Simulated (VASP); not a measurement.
## Band edges against the vacuum: GaAs(110)

Where do the bulk band edges lie against the vacuum outside GaAs(110)?

Main program and level: VASP 6.6.1; r2SCAN; plane waves and PAW (Ga, As).

**Measured values to reproduce.**

“Investigation of Radiation Effect on Structural and Optical Properties of GaAs under High-Energy Electron Irradiation” (2022, pmc:9457441) reports for GaAs, zincblende, by high-resolution XRD, reciprocal space mapping (commercial semi-insulating (001) wafer, relaxed): lattice constant a (cubic a from (004) reciprocal space maps; peak position was aligned …) 5.653 Å [Peak position aligned to 66.049 deg for all samples, so the value is effectively fixed by …].

“Evidence of valence band perturbations in GaAsN/GaAs(001): A combined variable-angle spectroscopic ellipsometry and modulated photoreflectance investigation” (2008, arxiv:0805.2212) reports for GaAs, zincblende, by modulated photoreflectance, low-field lineshape fit (semi-insulating GaAs(001) reference substrate, 300 K): band gap (direct gap E0 at Gamma from PR) 1.418 ± 0.005 eV.

Report form: the programs' logs are mostly left out.

## Step 1: The starting structure

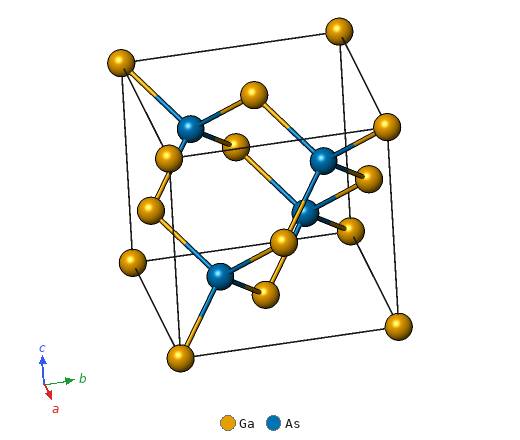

The cell as given, from a free direction (gallium orange, arsenic blue). This picture shows the conventional cell, with its axes. Bonds to atoms that aren't drawn are left out. Some periodic images of atoms are drawn too.

## Step 2: Relaxing the bulk crystal

The later steps need the crystal at this functional's own lattice; a raised cutoff keeps the stress reliable while the cell changes.

INCAR reads:

```
SYSTEM = GaAs
PREC = Accurate
ENCUT = 350
EDIFF = 1E-06
NELM = 120
ISMEAR = 0
SIGMA = 0.03
LREAL = .FALSE.
ALGO = Normal
METAGGA = R2SCAN
LASPH = .TRUE.
NBANDS = 10
LORBIT = 11
LWAVE = .FALSE.
LCHARG = .FALSE.
KPAR = 4
IBRION = 2
NSW = 40
ISIF = 3
EDIFFG = -0.02
POTIM = 0.4
```

POSCAR reads:

```
GaAs
1.0
    0.0000000000      2.8250000000      2.8250000000
    2.8250000000      0.0000000000      2.8250000000
    2.8250000000      2.8250000000      0.0000000000
Ga As
1 1
Direct
    0.0000000000      0.0000000000      0.0000000000
    0.2500000000      0.2500000000      0.2500000000
```

KPOINTS reads:

```
Automatic mesh
0
Gamma
6 6 6
0 0 0
```

Potentials, in the order of the species: Ga and As (PBE family, release 64).

Command:

```bash
> mpirun -np 4 vasp_std
```

Run time: 18 s. Hardware: 4 MPI ranks of Intel Xeon Platinum 8259CL at 2.50GHz (Skylake/Cascade Lake), shared host; peak memory 0.53 GiB; 71 s of CPU time.

The PAW data sets were made with PBE, which is usual practice but a small mismatch for other functionals. The data set Ga keeps the semicore shell frozen, which is cheaper and a little less accurate. The run keeps the 24 symmetry operations of its start, so it cannot find a distortion of lower symmetry.

Step by step:

| step | energy less that of the first step (eV) | largest force (eV/Å) | pressure (GPa) | volume (Å³) |
| --- | --- | --- | --- | --- |
| 1 | 0.0000 | 0.0000 | 0.83 | 45.09 |
| 2 | -0.0012 | 0.0000 | -0.20 | 45.71 |
| 3 | -0.0013 | 0.0000 | 0.00 | 45.58 |

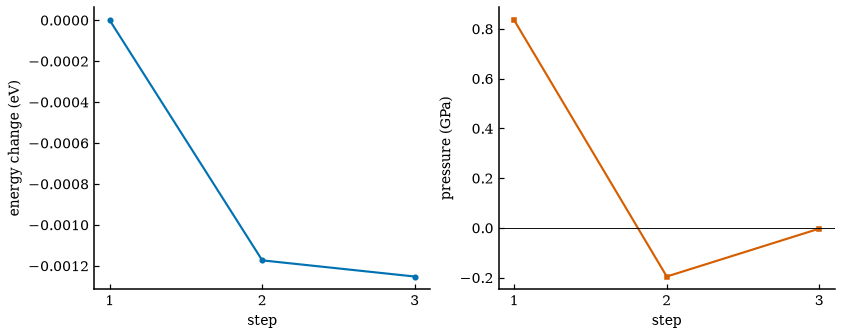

Energy and pressure along the relaxation.

| conventional cell, symmetrised | before | after | change |
| --- | --- | --- | --- |
| a (Å) | 5.650 | 5.670 | +0.4 % |
| b (Å) | 5.650 | 5.670 | +0.4 % |
| c (Å) | 5.650 | 5.670 | +0.4 % |
| volume (Å³/atom) | 22.55 | 22.79 | +1.1 % |

Final coordinates:

```xyz
2
Lattice="0.0000 2.8352 2.8352 2.8352 0.0000 2.8352 2.8352 2.8352 0.0000" Properties=species:S:1:pos:R:3 pbc="T T T"
Ga    0.0000    0.0000    0.0000
As    1.4176    1.4176    1.4176
```

This step gave:

| Quantity | Value |
| --- | --- |
| electronic cycles | 22 |
| electrons | 8 |
| free energy (TOTEN) | -27.04 eV |
| Fermi energy | 2.540 eV |

The run ended after 3 ionic steps, 0.001 eV below its first step, once forces and stress met EDIFFG = -0.02.

## Step 3: Band edges of the bulk

A static bulk run at the slab's cutoff gives the band edges and the core potentials that tie them to the slab.

INCAR reads:

```
SYSTEM = GaAs
PREC = Normal
ENCUT = 320
EDIFF = 1E-06
NELM = 120
ISMEAR = 0
SIGMA = 0.03
LREAL = .FALSE.
ALGO = Normal
METAGGA = R2SCAN
LASPH = .TRUE.
NBANDS = 10
LORBIT = 11
LWAVE = .FALSE.
LCHARG = .FALSE.
KPAR = 4
```

POSCAR reads:

```
GaAs
1.0
    0.0000000000      2.8352078375      2.8352078375
    2.8352078375      0.0000000000      2.8352078375
    2.8352078375      2.8352078375      0.0000000000
Ga As
1 1
Direct
    0.0000000000      0.0000000000      0.0000000000
    0.2500000000      0.2500000000      0.2500000000
```

KPOINTS reads:

```
Automatic mesh
0
Gamma
13 13 13
0 0 0
```

Command:

```bash
> mpirun -np 4 vasp_std
```

Elapsed: 12 s, on 4 MPI ranks; peak memory 0.51 GiB.

The gap is read on the k-mesh alone, so it is an upper bound where the band edges lie off the mesh.

Numbers from this step:

```
electronic cycles              : 12
free energy (TOTEN)            : -27.06 eV
Fermi energy                   : 2.579 eV
metallic                       : no
gap on the k-mesh              : 0.9855 eV
least direct gap on the k-mesh : 0.9855 eV
```

## Step 4: Relaxing the slab

System of this step: GaAs(110). The cell holds 18 atoms: 9 Ga and 9 As. Cell: a = 4.010 Å, b = 5.670 Å, c = 32.038 Å, α = 90.0°, β = 90.0°, γ = 90.0°. It derives from GaAs. 9 layers, cut at this functional's lattice. Vacuum lies along c.

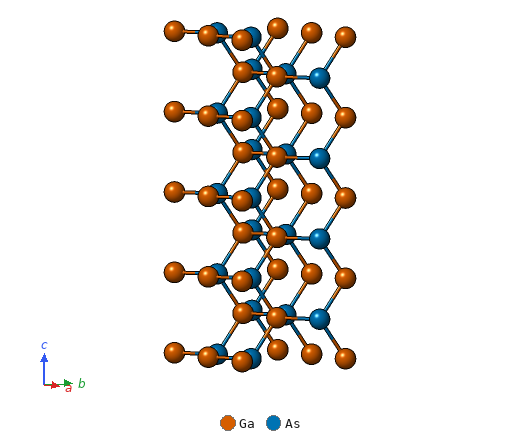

The cell of this step (gallium orange, arsenic blue). 2×1×1 cells are drawn. Some periodic images of atoms are drawn too.

All atoms relax at the fixed cell.

INCAR reads:

```
SYSTEM = GaAs
PREC = Normal
ENCUT = 320
EDIFF = 1E-05
NELM = 120
ISMEAR = 0
SIGMA = 0.03
LREAL = Auto
ALGO = Normal
METAGGA = R2SCAN
LASPH = .TRUE.
NBANDS = 54
LORBIT = 11
LWAVE = .FALSE.
LCHARG = .FALSE.
KPAR = 2
NCORE = 2
IBRION = 2
NSW = 60
ISIF = 2
EDIFFG = -0.03
POTIM = 0.4
MAXMIX = 40
IDIPOL = 3
LDIPOL = .TRUE.
DIPOL = 0.5 0.5 0.5
```

POSCAR reads:

```
GaAs
1.0
    4.0095893759      0.0000000000      0.0000000000
    0.0000000000      5.6704156750      0.0000000000
    0.0000000000      0.0000000000     32.0383575038
Ga As
9 9
Direct
    0.0000000000      0.0000000000      0.2497006900
    0.5000000000      0.5000000000      0.3122755200
    0.0000000000      0.0000000000      0.3748503500
    0.5000000000      0.5000000000      0.4374251700
    0.0000000000      0.0000000000      0.5000000000
    0.5000000000      0.5000000000      0.5625748300
    0.0000000000      0.0000000000      0.6251496500
    0.5000000000      0.5000000000      0.6877244800
    0.0000000000      0.0000000000      0.7502993100
    0.0000000000      0.7500000000      0.3122755200
    0.5000000000      0.2500000000      0.2497006900
    0.0000000000      0.7500000000      0.4374251700
    0.5000000000      0.2500000000      0.3748503500
    0.0000000000      0.7500000000      0.5625748300
    0.5000000000      0.2500000000      0.5000000000
    0.0000000000      0.7500000000      0.6877244800
    0.5000000000      0.2500000000      0.6251496500
    0.5000000000      0.2500000000      0.7502993100
```

KPOINTS reads:

```
Automatic mesh
0
Gamma
6 4 1
0 0 0
```

Command:

```bash
> mpirun -np 4 vasp_std
```

Wall time 25 min (4 MPI ranks); peak memory 1 GiB; 1.7 h of CPU time.

The run keeps the 4 symmetry operations of its start, so it cannot find a distortion of lower symmetry.

Relaxation path (22 of 24):

| step | energy less that of the first step (eV) | largest force (eV/Å) |
| --- | --- | --- |
| 1 | 0.0000 | 1.9027 |
| 2 | -0.4593 | 1.5316 |
| 3 | -0.9327 | 1.0193 |
| 4 | -1.2435 | 0.7381 |
| 5 | -1.4271 | 0.5124 |
| 6 | -1.4283 | 0.5439 |
| 8 | -1.4833 | 0.2470 |
| 9 | -1.5003 | 0.1622 |
| 10 | -1.5070 | 0.1446 |
| 11 | -1.5074 | 0.1529 |
| 12 | -1.5184 | 0.1014 |
| 13 | -1.5190 | 0.1111 |
| 14 | -1.5222 | 0.0692 |
| 15 | -1.5222 | 0.0640 |
| 16 | -1.5244 | 0.0799 |
| 17 | -1.5251 | 0.0872 |
| 19 | -1.5278 | 0.0414 |
| 20 | -1.5279 | 0.0474 |
| 21 | -1.5289 | 0.0355 |
| 22 | -1.5290 | 0.0401 |
| 23 | -1.5291 | 0.0392 |
| 24 | -1.5296 | 0.0253 |

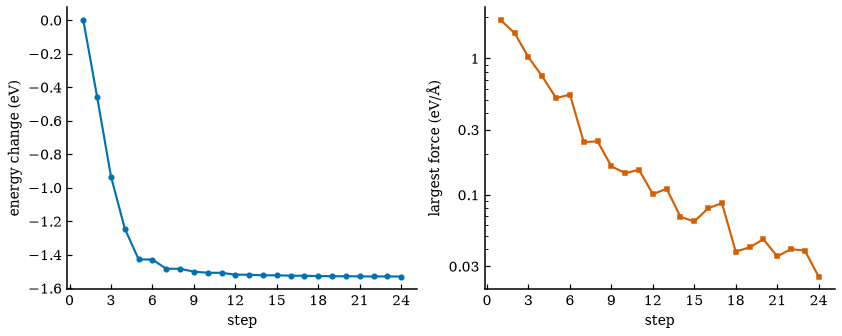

Energy and largest force along the relaxation.

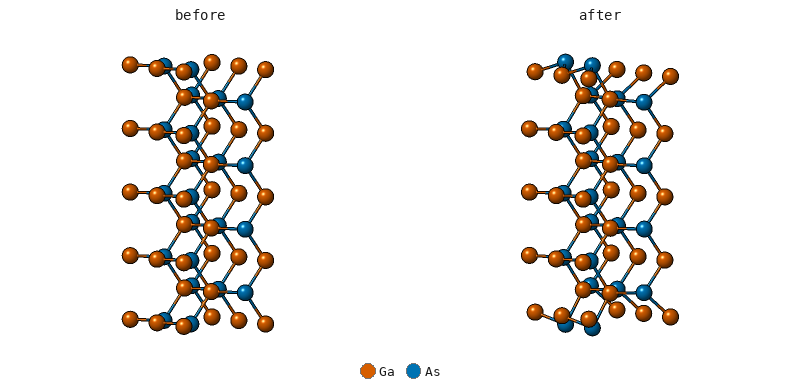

The structure before and after the relaxation, drawn at the same scale.

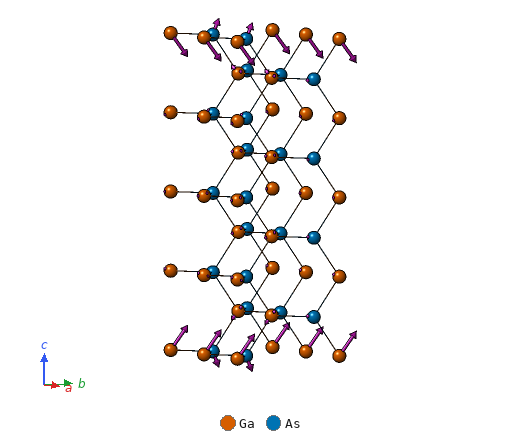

Displacements in the relaxation, exaggerated; the longest in the cell stands for 0.56 Å. 2×1×1 cells are drawn. Some periodic images of atoms are drawn too.

The atoms that moved most (Å):

| atom | dx | dy | dz | length |
| --- | --- | --- | --- | --- |
| Ga9 | 0.000 | 0.340 | -0.439 | 0.555 |
| Ga1 | 0.000 | 0.340 | 0.439 | 0.555 |
| As11 | 0.000 | 0.103 | -0.248 | 0.268 |
| As18 | 0.000 | 0.103 | 0.248 | 0.268 |
| Ga8 | 0.000 | -0.088 | 0.103 | 0.135 |
| Ga2 | 0.000 | -0.088 | -0.103 | 0.135 |
| As10 | 0.000 | -0.080 | 0.011 | 0.081 |
| As16 | 0.000 | -0.080 | -0.011 | 0.081 |

Final coordinates:

```xyz
18
Lattice="4.0096 0.0000 0.0000 0.0000 5.6704 0.0000 0.0000 0.0000 32.0384" Properties=species:S:1:pos:R:3
Ga    0.0000    0.3402    8.4390
Ga    2.0048    2.7476    9.9018
Ga    0.0000   -0.0549   12.0301
Ga    2.0048    2.7733   14.0032
Ga    0.0000   -0.0539   16.0192
Ga    2.0048    2.7733   18.0352
Ga    0.0000   -0.0549   20.0082
Ga    2.0048    2.7476   22.1366
Ga    0.0000    0.3402   23.5994
As    0.0000    4.1731   10.0160
As    2.0048    1.5201    7.7519
As    0.0000    4.1917   14.0237
As    2.0048    1.3741   11.9773
As    0.0000    4.1917   18.0146
As    2.0048    1.3637   16.0192
As    0.0000    4.1731   22.0224
As    2.0048    1.3741   20.0611
As    2.0048    1.5201   24.2864
```

Numbers from this step:

- electronic cycles: 164
- electrons: 72
- free energy (TOTEN): -241.4888 eV
- Fermi energy: -0.7741 eV
- dipole moment: 0, 0, 0 e·Å
- gap on the k-mesh: 1.177 eV
- least direct gap on the k-mesh: 1.284 eV

The run ended after 24 ionic steps, 1.530 eV below its first step, once the forces on the free atoms met EDIFFG = -0.03.

## Step 5: Vacuum level and density of states

A static run writes the electrostatic potential without exchange and correlation (LVHAR), which is flat in the vacuum and gives the level to count from. The dipole correction cancels the field that unlike faces would set up across the vacuum.

INCAR reads:

```
SYSTEM = GaAs
PREC = Normal
ENCUT = 320
EDIFF = 1E-06
NELM = 120
ISMEAR = 0
SIGMA = 0.03
LREAL = Auto
ALGO = Normal
METAGGA = R2SCAN
LASPH = .TRUE.
NBANDS = 54
LORBIT = 11
LWAVE = .FALSE.
LCHARG = .TRUE.
KPAR = 2
IDIPOL = 3
LDIPOL = .TRUE.
DIPOL = 0.5 0.5 0.5
LVHAR = .TRUE.
LVACPOTAV = .TRUE.
NEDOS = 1500
```

POSCAR reads:

```
GaAs
1.0
    4.0095893759      0.0000000000      0.0000000000
    0.0000000000      5.6704156750      0.0000000000
    0.0000000000      0.0000000000     32.0383575038
Ga As
9 9
Direct
    0.0000000000      0.0599909667      0.2634015997
    0.5000000000      0.4845472988      0.3090600571
    0.0000000000      0.9903218760      0.3754910265
    0.5000000000      0.4890770436      0.4370746314
    0.0000000000      0.9904928708      0.5000000000
    0.5000000000      0.4890770436      0.5629253686
    0.0000000000      0.9903218760      0.6245089735
    0.5000000000      0.4845472988      0.6909399429
    0.0000000000      0.0599909667      0.7365984003
    0.0000000000      0.7359355808      0.3126241982
    0.5000000000      0.2680837077      0.2419579923
    0.0000000000      0.7392212879      0.4377170018
    0.5000000000      0.2423314360      0.3738424717
    0.0000000000      0.7392212879      0.5622829982
    0.5000000000      0.2404887342      0.5000000000
    0.0000000000      0.7359355808      0.6873758018
    0.5000000000      0.2423314360      0.6261575283
    0.5000000000      0.2680837077      0.7580420077
```

KPOINTS is that of step 4.

KPOINTS_OPT reads:

```
Line mode
14
Line-mode
Reciprocal
  0.00000000   0.00000000   0.00000000 GAMMA
  0.50000000   0.00000000   0.00000000 X

  0.50000000   0.00000000   0.00000000 X
  0.50000000   0.50000000   0.00000000 S

  0.50000000   0.50000000   0.00000000 S
  0.00000000   0.50000000   0.00000000 Y

  0.00000000   0.50000000   0.00000000 Y
  0.00000000   0.00000000   0.00000000 GAMMA

  0.00000000   0.00000000   0.00000000 GAMMA
  0.50000000   0.50000000   0.00000000 S
```

Command:

```bash
> mpirun -np 4 vasp_std
```

Elapsed: 9.4 min, on 4 MPI ranks; peak memory 1.3 GiB.

Numbers from this step:

| Property | Result |
| --- | --- |
| electronic cycles | 25 |
| free energy (TOTEN) | -241.4889 eV |
| Fermi energy | -0.7723 eV |
| least gap on mesh and path | 1.177 eV |
| least direct gap on mesh and path | 1.284 eV |
| vacuum levels | 4.249, 4.249 eV |
| ionisation potentials of the upper and lower face | 5.161, 5.161 eV |
| electron affinities of the upper and lower face | 3.984, 3.984 eV |

The electronic bands at the labelled points (eV, zero at the valence-band top; v1 is the highest filled band, c1 the lowest empty one):

| point | v4 | v3 | v2 | v1 | c1 | c2 | c3 | c4 |
| --- | --- | --- | --- | --- | --- | --- | --- | --- |
| Γ | -0.32 | -0.21 | -0.11 | 0.00 | 1.28 | 1.87 | 1.94 | 2.05 |
| X | -1.75 | -1.46 | -1.14 | -0.98 | 1.18 | 1.23 | 2.00 | 2.18 |
| S | -1.38 | -1.24 | -0.90 | -0.80 | 1.28 | 1.81 | 1.93 | 2.91 |
| Y | -1.09 | -1.06 | -0.89 | -0.87 | 1.38 | 1.57 | 1.60 | 2.06 |
| Γ | -0.32 | -0.21 | -0.11 | 0.00 | 1.28 | 1.87 | 1.94 | 2.05 |
| S | -1.38 | -1.24 | -0.90 | -0.80 | 1.28 | 1.81 | 1.93 | 2.91 |

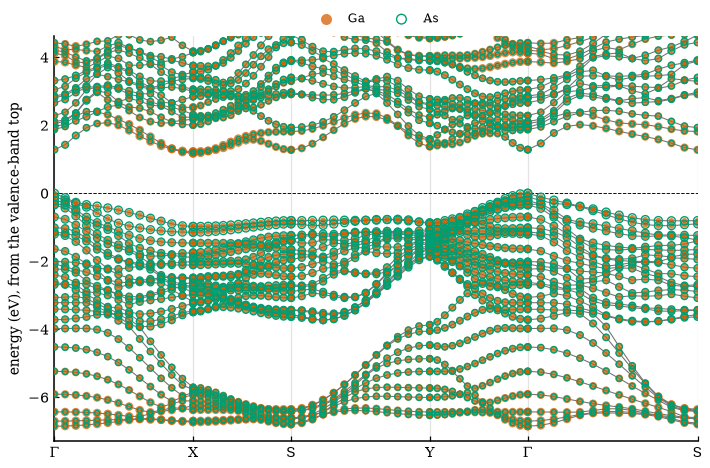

Electronic bands along the path; dots are coloured as in the legend, and their area grows with the weight.

The planar average of the electrostatic potential oscillates, so the rows of the table below give means over windows of 2.06 Å about each position, cut where the curve ends. Its maxima inside the range that stand out by 2 % of the span (Å: eV): 8.7: -0.263, 11.0: 0.537, 13.0: 0.204, 15.0: 0.234, 16.0: -3.75, 17.0: 0.234, 19.0: 0.204, 21.1: 0.537, 23.3: -0.263. Its minima: 7.9: -3.91, 10.3: -4.28, 11.7: -3.99, 14.3: -4.02, 15.8: -3.95, 16.2: -3.95, 17.7: -4.02, 20.4: -3.99, 21.7: -4.28, 24.1: -3.91.

Zero at the Fermi level. Planar average of the electrostatic potential against height; means over each step:

| height (Å) | planar average of the electrostatic potential (eV) |
| --- | --- |
| 1.03 | 5.02 |
| 3.09 | 5.02 |
| 5.15 | 4.97 |
| 7.21 | 0.286 |
| 9.27 | -2.59 |
| 11.33 | -2.50 |
| 13.39 | -2.50 |
| 15.45 | -2.56 |
| 17.51 | -2.55 |
| 19.57 | -2.47 |
| 21.63 | -2.64 |
| 23.69 | -2.13 |
| 25.75 | 3.84 |
| 27.81 | 5.02 |
| 29.87 | 5.02 |

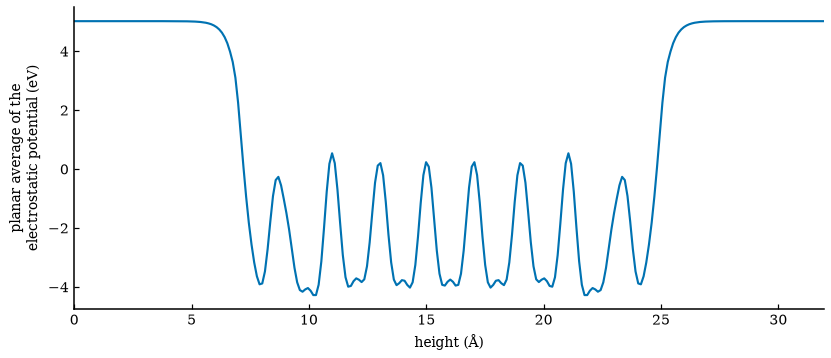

Planar average of the electrostatic potential, plotted against height.

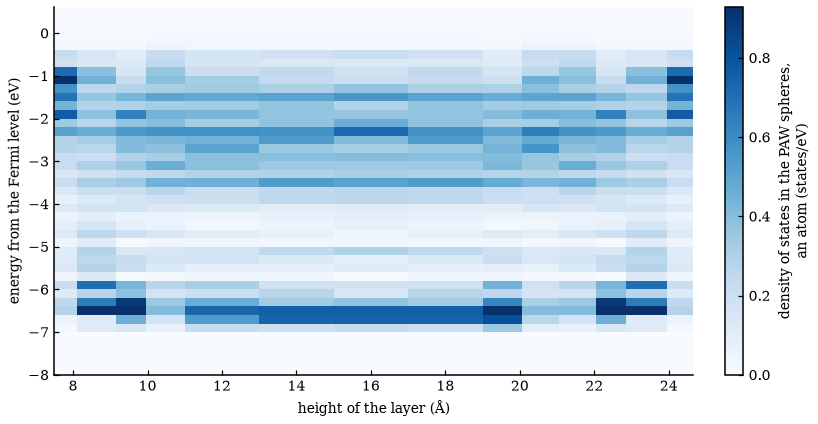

Density of states in the PAW spheres, an atom over height of the layer and energy from the Fermi level.

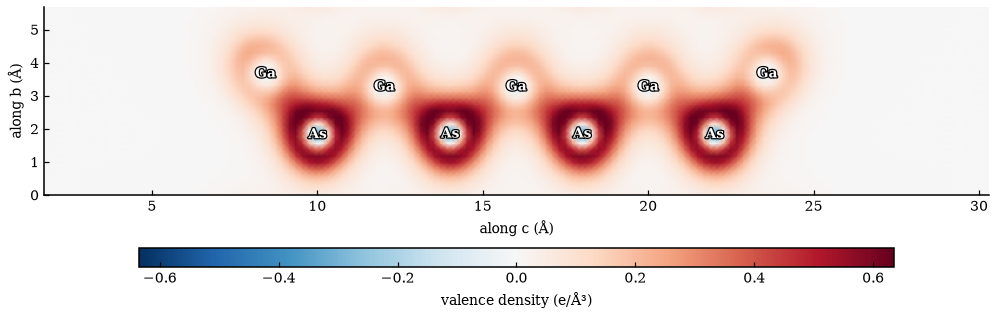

Valence density in the cb plane at fractional x = 0.000, with atoms of Ga and As within 0.2 Å of it. It is the smooth field of the valence electrons, not physical close to the nuclei. The map starts off the cell's origin, so that atoms lie inside it. The far vacuum is left out of the map.

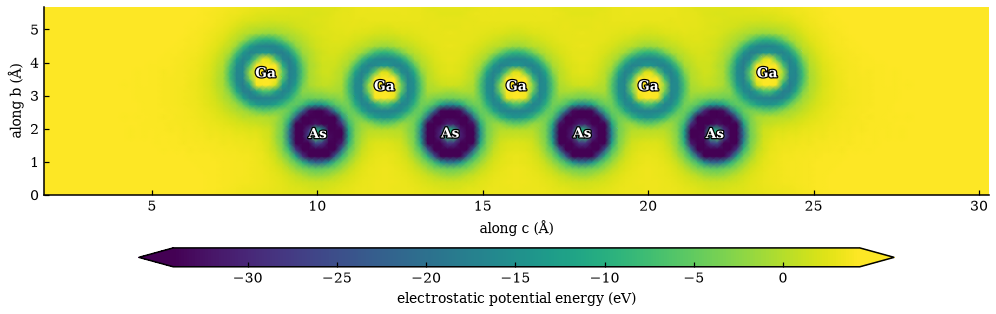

Electrostatic potential energy in the cb plane at fractional x = 0.000, with atoms of Ga and As within 0.2 Å of it. With pseudopotentials it is smooth inside the atoms' cores, unlike the true potential. The map starts off the cell's origin, so that atoms lie inside it. The far vacuum is left out of the map.

The map of layer states is cut here 0.5 eV above the Fermi level, so it leaves out the states above that.

The vacuum level lies 5.16 eV above the highest filled level at the upper face; both faces agree, as the slab has next to no dipole.

The program found no field-free point at its default tolerance, but its printed level agrees with the flat part of the planar average.

## Step 6: Lining up bulk and slab

This step: band edges against the vacuum, r2SCAN; plane waves and PAW (VASP 6.6.1).

Derived from the runs above.

Numbers from this step:

| Property | Result |
| --- | --- |
| ionisation energy | 5.147 eV |
| offset spread | 0.008700 eV |
| bulk gap | 0.9855 eV |
| slab gap | 1.177 eV |
| electron affinity | 4.162 eV |
| buckling | 0.6870 Å |
| tilt | 30.21 degree |
| surface energy, relaxed | 0.7376 J/m² |

The averaged core potentials of the four middle atoms lie -3.301 eV from those of the bulk run. The bulk valence top (2.403 eV), moved by that offset, is taken from the upper vacuum level (4.249 eV).

## Step 7: What came out

```yaml
ionisation_energy: 5.15 eV
electron_affinity: 4.16 eV
buckling: 0.687 Å
surface_energy_relaxed: 0.738 J/m²
```

The bulk valence-band top lies 5.15 eV below the vacuum of GaAs(110), and the conduction-band bottom 4.16 eV. The top layer buckles by 0.69 Å, a tilt of 30°, with As outermost, as the anion takes the dangling-bond electrons and the cation flattens towards sp². The surface costs 0.74 J/m². The slab's least gap is 1.18 eV, against 0.99 eV in the bulk. Confinement widens it, surface states can narrow it, and the two gaps need not lie at the same wave vector; the faces' own affinities count to the slab's lowest empty state. The offsets of the four middle atoms spread by 0.01 eV; a shift common to all four would not show in it. One thickness was run. Semilocal band edges put the valence top too high and the gap too small. Spin-orbit coupling, left out here, would raise the valence top further.

Comparison with the measured values:

| quantity | measured | r2SCAN |
| --- | --- | --- |
| lattice constant a (Å) | 5.653 | 5.670 (+0.3 %) |
| band gap (direct gap) (eV) | 1.418 | 0.99 (-0.43 eV) |

Measured values from pmc:9457441 (2022) and arxiv:0805.2212 (2008).

Verdict: The lattice constant a is off by +0.3 %: good agreement. The band gap is off by -0.43 eV: a clear miss. Local and semilocal functionals usually give gaps below the measured ones. An optical gap can lie under the band gap by the exciton's binding. Zero-point and thermal motion shift the measured gap. The grades are ours: good and fair within 0.7 and 1.5 % for the lattice constant a. Zero-point motion and thermal expansion are not in the computed lattice constants. As a rule both would widen the computed cell, so the excess over experiment is if anything larger than shown.

[Lines on the potential files, build, host, timing and source positions are cut from VASP's logs without a mark.]

[Logs are printed without paths, hosts, clocks, repeated set-up lines and the standing remarks that a program may print on its own settings, such as how far it seeks lower states.]

[Hosts, paths, dates, database ids (printed as entryN), source tags and the programs' standing remarks are cut or masked in the printed files.]

[Runs that stopped without an error message from VASP are left out.]
